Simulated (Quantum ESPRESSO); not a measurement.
# H on top sites of RuAl(110), stepped through the coverage, part 3 of 10

What law, if any, do the results for H on top sites of RuAl(110) follow against the coverage?

Quantum ESPRESSO 7.5; plane-wave DFT, PBE, GBRV ultrasoft pseudopotentials.

So far. Step 2 (Relaxing cell and ions of the reference):  The last row is no step: it is a fresh SCF in the final cell with a new plane-wave basis, -0 meV from the row before.

The structure was built from a prototype and need not be the compound's stable phase.

## 4. Relaxing the ions of the reference (continued)

Step by step:

```csv
step,energy less that of the first step (eV),largest force (eV/Å)
1,0.0000,0.4260
2,-0.0018,0.2066
3,-0.0024,0.0078
```

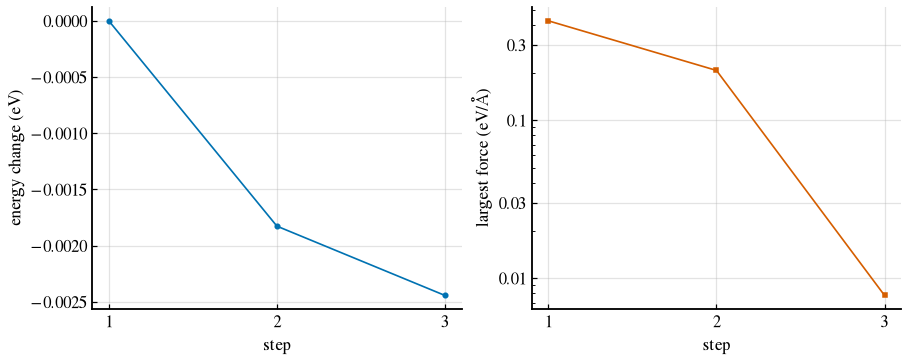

Energy and largest force along the relaxation.

The relaxed structure:

```
CELL_PARAMETERS angstrom
11.00000 0.00000 0.00000
0.00000 11.50000 0.00000
0.00000 0.00000 13.00000
ATOMIC_POSITIONS crystal
H 0.50000 0.50000 0.47070
H 0.50000 0.50000 0.52930
```

The relaxation lowers the energy by 1 meV an atom.

Numbers from this step:

| Quantity | Value |
| --- | --- |
| free energy | -31.70 eV |
| Fermi energy | -4.795 eV |

## 5. Relaxing the ions, 0 ML

What the set-up leaves free in this member is relaxed.

System of this step: RuAl(110), 3 layers, 1 sites a cell. The cell holds 6 atoms: 3 Ru and 3 Al. Its edges and angles: a = 3.004 Å, b = 4.247 Å, c = 18.307 Å, α = 90.0°, β = 90.0°, γ = 90.0°. It derives from RuAl. Vacuum lies along c.

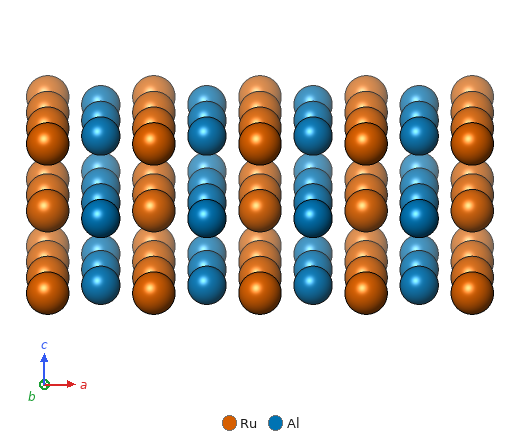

The cell of this step (ruthenium orange, aluminium blue). 4×3×1 cells are drawn. Some periodic images of atoms are drawn too.

The input, m0.relax.in:

```
&control
  prefix = 'm0.relax'
  outdir = './out'
  pseudo_dir = './pseudo'
  nstep = 70
  forc_conv_thr = 0.0015
  calculation = 'relax'
/
&system
  ibrav = 0
  nat = 6
  ntyp = 2
  ecutwfc = 40
  ecutrho = 200
  occupations = 'smearing'
  smearing = 'mv'
  degauss = 0.02
/
&electrons
  conv_thr = 1e-07
  mixing_beta = 0.3
  electron_maxstep = 120
  mixing_mode = 'local-TF'
/
&ions
/
ATOMIC_SPECIES
  Ru  101.0700  ru_pbe_v1.2.uspp.F.UPF
  Al  26.9815  al_pbe_v1.uspp.F.UPF
CELL_PARAMETERS angstrom
  3.00398291400000 0.00000000000000 0.00000000000000
  0.00000000000000 4.24680729700000 0.00000000000000
  0.00000000000000 0.00000000000000 18.30742513426320
ATOMIC_POSITIONS crystal
  Ru  0.000000000000 0.000000000000 0.384014074457
  Al  0.500000000000 0.500000000000 0.384014074457
  Ru  0.000000000000 0.500000000000 0.500000000000 0 0 0
  Al  0.500000000000 0.000000000000 0.500000000000 0 0 0
  Ru  0.000000000000 0.000000000000 0.615985925543
  Al  0.500000000000 0.500000000000 0.615985925543
K_POINTS automatic
  8 5 1 0 0 0
```

Started as:

```bash
OMP_NUM_THREADS=1 mpirun -n 16 pw.x -nk 2 -in m0.relax.in > m0.relax.out
```

The program printed:

```text
[banner, memory and clock lines left out]
Program PWSCF v.7.5 starts

          URL

     Message from routine setup:
     using ibrav=0 with symmetry is DISCOURAGED, use correct ibrav instead

     bravais-lattice index     =            0
     lattice parameter (alat)  =       5.6767  a.u.
     unit-cell volume          =    1576.1004 (a.u.)^3
     number of atoms/cell      =            6
     number of atomic types    =            2
     number of electrons       =        57.00
     number of Kohn-Sham states=           35
     kinetic-energy cutoff     =      40.0000  Ry
     charge density cutoff     =     200.0000  Ry
     scf convergence threshold =      1.0E-07
     mixing beta               =       0.3000
     number of iterations used =            8  local-TF  mixing
     energy convergence thresh.=      1.0E-04
     force convergence thresh. =      1.5E-03
     Exchange-correlation= SLA  PW   PBE  PBE
                           (   1   4   3   4   0   0   0)
     nstep                     =           70

     celldm(1)=   5.676705  celldm(2)=   0.000000  celldm(3)=   0.000000
     celldm(4)=   0.000000  celldm(5)=   0.000000  celldm(6)=   0.000000

     crystal axes: (cart. coord. in units of alat)
               a(1) = (   1.000000   0.000000   0.000000 )
               a(2) = (   0.000000   1.413726   0.000000 )
               a(3) = (   0.000000   0.000000   6.094384 )

     reciprocal axes: (cart. coord. in units 2 pi/alat)
               b(1) = (  1.000000  0.000000  0.000000 )
               b(2) = (  0.000000  0.707351  0.000000 )
               b(3) = (  0.000000  0.000000  0.164085 )

     PseudoPot. # 1 for Ru read from file:
     ./pseudo/ru_pbe_v1.2.uspp.F.UPF
     Pseudo is Ultrasoft + core correction, Zval = 16.0
     Generated by new atomic code, or converted to UPF format
     Using radial grid of  967 points,  6 beta functions with:
                l(1) =   0
                l(2) =   0
                l(3) =   1
                l(4) =   1
                l(5) =   2
                l(6) =   2
     Q(r) pseudized with  8 coefficients,  rinner =    1.300   1.300   1.300
                                                       1.300   1.300

     PseudoPot. # 2 for Al read from file:
     ./pseudo/al_pbe_v1.uspp.F.UPF
     Pseudo is Ultrasoft + core correction, Zval =  3.0
     Generated by new atomic code, or converted to UPF format
     Using radial grid of  893 points,  3 beta functions with:
                l(1) =   0
                l(2) =   1
                l(3) =   2
     Q(r) pseudized with  8 coefficients,  rinner =    0.900   0.900   0.900
                                                       0.900   0.900

     atomic species   valence    mass     pseudopotential
     Ru               16.00   101.07000     Ru( 1.00)
     Al                3.00    26.98150     Al( 1.00)

      8 Sym. Ops., with inversion, found

   Cartesian axes

     site n.     atom                  positions (alat units)
         1        Ru     tau(   1) = (   0.0000000   0.0000000   2.3403292  )
         2        Al     tau(   2) = (   0.5000000   0.7068628   2.3403292  )
         3        Ru     tau(   3) = (   0.0000000   0.7068628   3.0471920  )
         4        Al     tau(   4) = (   0.5000000   0.0000000   3.0471920  )
         5        Ru     tau(   5) = (   0.0000000   0.0000000   3.7540547  )
         6        Al     tau(   6) = (   0.5000000   0.7068628   3.7540547  )

     number of k points=    15  Marzari-Vanderbilt smearing, width (Ry)=  0.0200
                       cart. coord. in units 2pi/alat
        k(    1) = (   0.0000000   0.0000000   0.0000000), wk =   0.0500000
        k(    2) = (   0.0000000   0.1414702   0.0000000), wk =   0.1000000
        k(    3) = (   0.0000000   0.2829404   0.0000000), wk =   0.1000000
        k(    4) = (   0.1250000   0.0000000   0.0000000), wk =   0.1000000
        k(    5) = (   0.1250000   0.1414702   0.0000000), wk =   0.2000000
        k(    6) = (   0.1250000   0.2829404   0.0000000), wk =   0.2000000
        k(    7) = (   0.2500000   0.0000000   0.0000000), wk =   0.1000000
        k(    8) = (   0.2500000   0.1414702   0.0000000), wk =   0.2000000
        k(    9) = (   0.2500000   0.2829404   0.0000000), wk =   0.2000000
        k(   10) = (   0.3750000   0.0000000   0.0000000), wk =   0.1000000
        k(   11) = (   0.3750000   0.1414702   0.0000000), wk =   0.2000000
        k(   12) = (   0.3750000   0.2829404   0.0000000), wk =   0.2000000
        k(   13) = (  -0.5000000   0.0000000   0.0000000), wk =   0.0500000
        k(   14) = (  -0.5000000   0.1414702   0.0000000), wk =   0.1000000
        k(   15) = (  -0.5000000   0.2829404   0.0000000), wk =   0.1000000

     Dense  grid:    75167 G-vectors     FFT dimensions: (  25,  40, 160)

     Smooth grid:    53873 G-vectors     FFT dimensions: (  24,  36, 144)

     Initial potential from superposition of free atoms

     starting charge      53.9926, renormalised to      57.0000

     negative rho (up, down):  2.362E-01 0.000E+00
     Starting wfcs are   51 randomized atomic wfcs

     per-process dynamical memory:    18.6 Mb

     Self-consistent Calculation

     iteration #  1     ecut=    40.00 Ry     beta= 0.30
     Davidson diagonalization with overlap
     ethr =  1.00E-02,  avg # of iterations =  2.5

     negative rho (up, down):  2.267E-01 0.000E+00

     total energy              =    -603.35527513 Ry
     estimated scf accuracy    <       7.42466504 Ry

     iteration #  2     ecut=    40.00 Ry     beta= 0.30
     Davidson diagonalization with overlap
     ethr =  1.00E-02,  avg # of iterations =  1.0

     negative rho (up, down):  2.184E-01 0.000E+00

     total energy              =    -602.13282971 Ry
     estimated scf accuracy    <       3.12343018 Ry

     iteration #  3     ecut=    40.00 Ry     beta= 0.30
     Davidson diagonalization with overlap
     ethr =  5.48E-03,  avg # of iterations =  2.1

     negative rho (up, down):  2.266E-01 0.000E+00

     total energy              =    -602.77221092 Ry
     estimated scf accuracy    <       0.51086108 Ry

     iteration #  4     ecut=    40.00 Ry     beta= 0.30
     Davidson diagonalization with overlap
     ethr =  8.96E-04,  avg # of iterations =  2.1

     negative rho (up, down):  2.265E-01 0.000E+00

     total energy              =    -602.98593686 Ry
     estimated scf accuracy    <       0.46484830 Ry

     iteration #  5     ecut=    40.00 Ry     beta= 0.30
     Davidson diagonalization with overlap
     ethr =  8.16E-04,  avg # of iterations =  1.0

     negative rho (up, down):  2.290E-01 0.000E+00

[...]
-39.1298 -39.1134 -39.0979 -39.0970  -6.3387  -4.4531  -3.2436  -0.9313
    -0.6389  -0.3533  -0.3402   0.3065   1.3074   1.4749   1.5748   1.5878
     2.0093   2.2430   2.2839   2.4372   2.5322   2.6354   2.7503   2.9280
     5.6281   6.7839   7.2460

          k = 0.0000 0.1415 0.0000 (  6732 PWs)   bands (ev):

   -69.3469 -69.1348 -69.1344 -39.4349 -39.4061 -39.2872 -39.1760 -39.1709
   -39.1196 -39.1187 -39.0978 -39.0973  -5.9719  -4.1000  -3.0314  -1.3847
    -0.9543  -0.5090  -0.1968   0.3490   1.0505   1.4171   1.4529   1.4529
     1.6035   2.1264   2.1889   2.3136   2.7603   2.7846   2.8159   2.9650
     4.9726   6.2325   7.0935

          k = 0.0000 0.2829 0.0000 (  6768 PWs)   bands (ev):

   -69.3465 -69.1347 -69.1347 -39.4432 -39.4094 -39.2866 -39.1801 -39.1599
   -39.1307 -39.1089 -39.0978 -39.0977  -4.9472  -3.5368  -3.1287  -1.8585
    -1.4940  -0.4802   0.0146   0.0193   0.4668   1.1799   1.2850   1.2880
     1.3480   1.3545   2.0294   2.4479   2.7849   2.9322   3.1080   3.1715
     5.3009   5.4199   6.7277

          k = 0.1250 0.0000 0.0000 (  6703 PWs)   bands (ev):

   -69.3450 -69.1327 -69.1321 -39.4263 -39.4010 -39.3164 -39.1814 -39.1588
   -39.1269 -39.1254 -39.1245 -39.1106  -6.0575  -4.2202  -3.0667  -0.7292
    -0.5660  -0.1993  -0.0626  -0.0601   0.7982   1.3014   1.3535   1.5240
     1.5251   2.2224   2.2276   2.2591   2.5623   2.9036   3.0687   3.8918
     6.2050   7.0135   7.5130

          k = 0.1250 0.1415 0.0000 (  6730 PWs)   bands (ev):

   -69.3448 -69.1327 -69.1323 -39.4317 -39.4029 -39.3159 -39.1732 -39.1682
   -39.1254 -39.1248 -39.1168 -39.1159  -5.7013  -3.8846  -2.8910  -1.1326
    -0.8441  -0.4175  -0.0709   0.4255   0.7208   0.7389   1.1887   1.5999
     1.6126   2.0359   2.2475   2.3124   2.3818   2.7216   3.2795   3.7146
     5.2163   6.5256   7.3278

          k = 0.1250 0.2829 0.0000 (  6761 PWs)   bands (ev):

   -69.3444 -69.1327 -69.1326 -39.4399 -39.4061 -39.3152 -39.1774 -39.1574
   -39.1277 -39.1253 -39.1252 -39.1062  -4.7124  -3.3955  -2.9842  -1.7078
    -1.2238  -0.2398   0.1353   0.1649   0.5081   0.7565   1.0383   1.2228
     1.4353   1.5557   1.9984   2.0246   2.4790   2.5696   3.4188   3.6353
     5.3726   5.7221   7.1065

          k = 0.2500 0.0000 0.0000 (  6717 PWs)   bands (ev):

   -69.3399 -69.1277 -69.1271 -39.4188 -39.3933 -39.3853 -39.1916 -39.1906
   -39.1744 -39.1526 -39.1198 -39.1039  -5.2592  -3.5992  -2.5798  -0.8432
    -0.6581  -0.5065  -0.4047   0.6737   0.6983   0.9596   1.1500   1.3540
     1.6464   1.6652   1.7301   2.4256   2.8850   3.1347   4.1789   5.4250
     6.1982   7.5116   7.5835

          k = 0.2500 0.1415 0.0000 (  6713 PWs)   bands (ev):

   -69.3396 -69.1277 -69.1273 -39.4241 -39.3952 -39.3847 -39.1915 -39.1909
   -39.1665 -39.1617 -39.1100 -39.1090  -4.9432  -3.3451  -2.5307  -0.9820
    -0.6699  -0.4815  -0.2763   0.4500   0.6188   1.0215   1.0245   1.2820
     1.6978   1.7561   1.7656   2.2476   2.4952   3.3121   3.9970   4.8165
     5.7459   6.3652   7.5473

          k = 0.2500 0.2829 0.0000 (  6732 PWs)   bands (ev):

   -69.3392 -69.1276 -69.1276 -39.4320 -39.3983 -39.3838 -39.1914 -39.1914
   -39.1707 -39.1510 -39.1205 -39.0995  -4.1009  -3.0640  -2.7848  -1.2301
    -0.5767  -0.0536   0.1285   0.2865   0.7854   0.8064   0.9980   1.1071
     1.3933   1.6472   1.7026   1.9979   2.0246   2.2968   3.7787   4.2646
     5.4898   6.3452   7.8464

          k = 0.3750 0.0000 0.0000 (  6748 PWs)   bands (ev):

   -69.3347 -69.1227 -69.1221 -39.4537 -39.4113 -39.3857 -39.2572 -39.2558
   -39.1679 -39.1463 -39.1128 -39.0972  -4.0727  -2.8532  -1.9407  -1.4461
    -1.3848  -0.9447  -0.3676   0.2752   0.6234   0.7214   0.8037   1.5806
     1.9187   2.0513   2.5748   2.7621   3.2681   3.4959   5.1239   5.2499
     6.2682   6.7180   6.9873

          k = 0.3750 0.1415 0.0000 (  6717 PWs)   bands (ev):

   -69.3345 -69.1227 -69.1223 -39.4529 -39.4164 -39.3874 -39.2570 -39.2562
   -39.1600 -39.1552 -39.1031 -39.1022  -3.8592  -2.8099  -2.1840  -1.2844
    -1.1033  -0.7068  -0.4481   0.3824   0.5662   1.0380   1.2423   1.3221
     1.8522   1.9059   2.3619   2.6695   2.7737   3.8683   4.7987   5.1631
     5.1781   6.4541   7.0054

          k = 0.3750 0.2829 0.0000 (  6726 PWs)   bands (ev):

   -69.3341 -69.1226 -69.1226 -39.4518 -39.4241 -39.3904 -39.2569 -39.2568
   -39.1643 -39.1448 -39.1133 -39.0927  -3.4276  -2.7812  -2.6550  -0.6893
    -0.5876  -0.4209   0.1406   0.4364   0.9234   0.9425   1.2942   1.5715
     1.6049   1.7988   1.9016   2.1156   2.3934   2.7178   3.9322   4.6141
     5.1284   6.4417   6.7397

          k =-0.5000 0.0000 0.0000 (  6760 PWs)   bands (ev):

   -69.3326 -69.1206 -69.1200 -39.4818 -39.4082 -39.3825 -39.2842 -39.2827
   -39.1651 -39.1438 -39.1099 -39.0944  -2.8663  -2.4991  -2.4980  -1.6622
    -1.5331  -1.0206  -0.4513   0.2421   0.3619   0.3909   0.6263   1.6167
     2.0485   2.3860   2.6254   3.3160   3.4899   4.5190   4.8256   5.2069
     5.8550   6.8625   6.9298

          k =-0.5000 0.1415 0.0000 (  6730 PWs)   bands (ev):

   -69.3323 -69.1206 -69.1202 -39.4810 -39.4132 -39.3842 -39.2840 -39.2832
   -39.1573 -39.1526 -39.1003 -39.0993  -3.0002  -2.6241  -2.1035  -1.9343
    -1.2106  -0.6637  -0.4998   0.3550   0.5145   0.7920   1.2816   1.3284
     1.9810   2.2270   2.4194   2.8914   3.6625   4.2215   4.7225   4.8155
     5.1619   6.7558   7.1836

          k =-0.5000 0.2829 0.0000 (  6736 PWs)   bands (ev):

   -69.3319 -69.1205 -69.1205 -39.4797 -39.4208 -39.3871 -39.2839 -39.2837
   -39.1616 -39.1422 -39.1104 -39.0900  -3.1752  -2.8200  -2.3005  -1.1123
    -0.5286  -0.2491  -0.0005   0.7698   0.8004   0.9672   1.0870   1.6216
     1.8491   2.2278   2.2389   2.4810   2.7773   3.5382   3.8118   4.4604
     4.5601   6.1908   6.3028

     the Fermi energy is     2.5983 ev

!    total energy              =    -602.91329340 Ry
     estimated scf accuracy    <          1.0E-10 Ry
     smearing contrib. (-TS)   =       0.00266162 Ry
     internal energy E=F+TS    =    -602.91595502 Ry

     The total energy is F=E-TS. E is the sum of the following terms:
     one-electron contribution =   -2525.61591049 Ry
     hartree contribution      =    1266.26593597 Ry
     xc contribution           =     -90.84328542 Ry
     ewald contribution        =     747.27730492 Ry

     convergence has been achieved in  11 iterations

     negative rho (up, down):  2.282E-01 0.000E+00

     Forces acting on atoms (cartesian axes, Ry/au):

     atom    1 type  1   force =     0.00000000    0.00000000   -0.00035971
     atom    2 type  2   force =     0.00000000    0.00000000    0.00091084
     atom    3 type  1   force =     0.00000000    0.00000000    0.00000000
     atom    4 type  2   force =     0.00000000    0.00000000    0.00000000
     atom    5 type  1   force =     0.00000000    0.00000000    0.00035971
     atom    6 type  2   force =     0.00000000    0.00000000   -0.00091084

     Total force =     0.001385     Total SCF correction =     0.000007
     Energy error            =      4.2E-06 Ry
     Gradient error          =      9.1E-04 Ry/Bohr

     bfgs converged in   6 scf cycles and   5 bfgs steps
     (criteria: energy <  1.0E-04 Ry, force <  1.5E-03 Ry/Bohr)

     End of BFGS Geometry Optimization

     Final energy             =    -602.9132934012 Ry

     File ./out/m0.relax.bfgs deleted, as requested
Begin final coordinates

ATOMIC_POSITIONS (crystal)
Ru               0.0000000000        0.0000000000        0.3862057591
Al               0.5000000000        0.5000000000        0.3847919308
Ru               0.0000000000        0.5000000000        0.5000000000    0   0   0
Al               0.5000000000        0.0000000000        0.5000000000    0   0   0
Ru               0.0000000000        0.0000000000        0.6137942409
Al               0.5000000000        0.5000000000        0.6152080692
End final coordinates

     XML data file, charge density, pseudopotentials, collected wavefunctions

                                        0.00s GPU  (    2141 calls)
```

Run time: 47 s. Hardware: 16 MPI ranks of Arm Neoverse V1, shared host; peak memory 1.1 GiB; 12 min of CPU time.

Relaxation path:

```csv
step,energy less that of the first step (eV),largest force (eV/Å)
1,0.0000,0.3003
2,-0.0037,0.2551
3,-0.0072,0.2055
4,-0.0110,0.1258
5,-0.0135,0.0297
6,-0.0135,0.0234
```

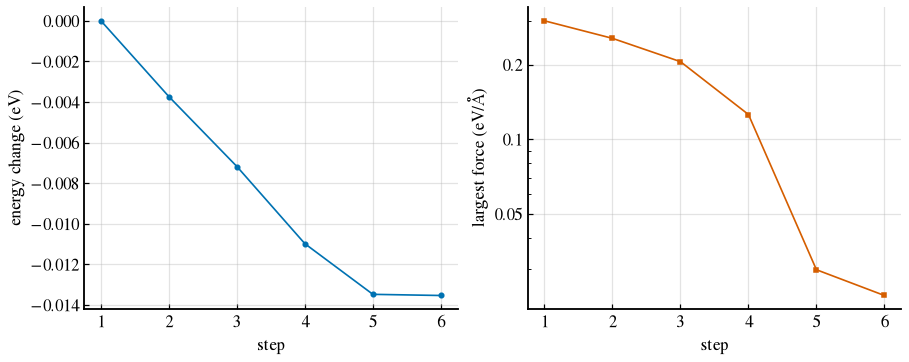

Energy and largest force along the relaxation.

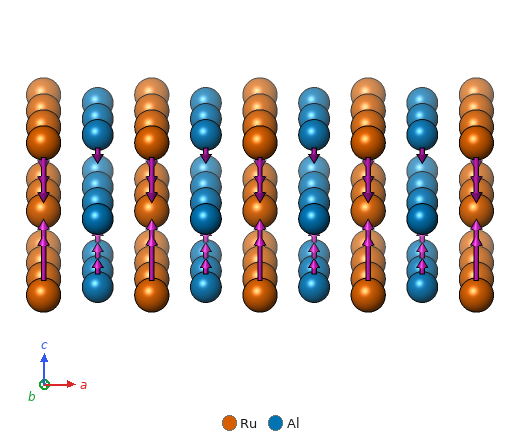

Displacements in the relaxation, exaggerated; the longest in the cell stands for 0.04 Å. 4×3×1 cells are drawn. Some periodic images of atoms are drawn too.

The atoms that moved most (Å):

```csv
atom,dx,dy,dz,length
Ru1,0.000,0.000,0.040,0.040
Ru5,0.000,0.000,-0.040,0.040
Al2,0.000,0.000,0.014,0.014
Al6,0.000,0.000,-0.014,0.014
```

Final coordinates:

```xyz
6
Lattice="3.0040 0.0000 0.0000 0.0000 4.2468 0.0000 0.0000 0.0000 18.3074" Properties=species:S:1:pos:R:3
Ru    0.0000    0.0000    7.0704
Al    1.5020    2.1234    7.0445
Ru    0.0000    2.1234    9.1537
Al    1.5020    0.0000    9.1537
Ru    0.0000    0.0000   11.2370
Al    1.5020    2.1234   11.2629
```

The relaxation lowers the energy by 2 meV an atom. On the free atoms the largest force ends at 0.023 eV/Å.

Numbers from this step:

```
free energy  : -8203.0532 eV
Fermi energy : 2.598 eV
```

(Part 3 of 10 ends here.)

[Logs are printed without paths, hosts, clocks, repeated set-up lines and the standing remarks that a program may print on its own settings, such as how far it seeks lower states.]

[Hosts, paths, dates, database ids (printed as entryN), source tags and the programs' standing remarks are cut or masked in the printed files.]

[Maps of the electrostatic potential energy from Ansatz leave out the sawtooth potential of an applied field or a dipole correction, so their vacuum need not be flat; planar profiles and work functions include it.]
